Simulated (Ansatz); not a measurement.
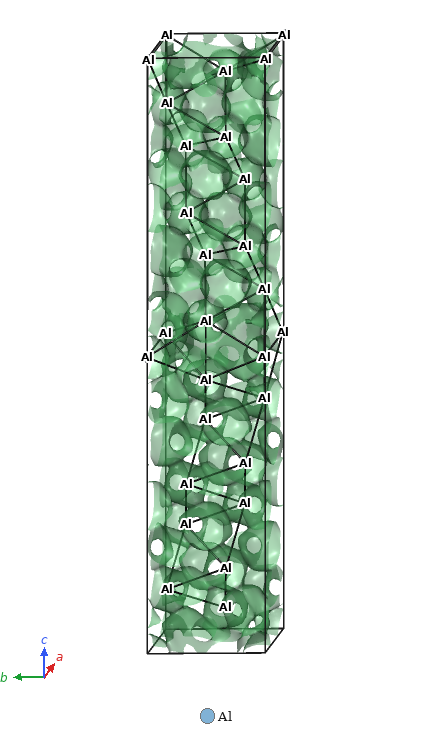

Figure 1: Al (interface cell). Isosurface of the ELF at 0.55 (green), seen at an oblique angle. Only the valence region is drawn (cores and ρ < 0.01 e/Å³ removed). Sticks mark near contacts.

Computed with DFT PBE, scalar-relativistic, plane waves, PAW in Ansatz.

In a PAW calculation such maps are meaningful between the atoms, not at the nuclei.

Identify the bonds, lone pairs and shells in this picture.

Answer. The ELF exceeds this value in one network that runs through the whole crystal, counted in one cell of 22 atoms. Any copies at cell faces, edges or corners count once. There are no localised bonds or lone pairs at this value. Along the contacts the grid gives the following. Al–Al (2.68 Å): the ELF peaks at about 0.80 between the atoms. Al–Al (2.82 Å): the ELF peaks at about 0.65 between the atoms.
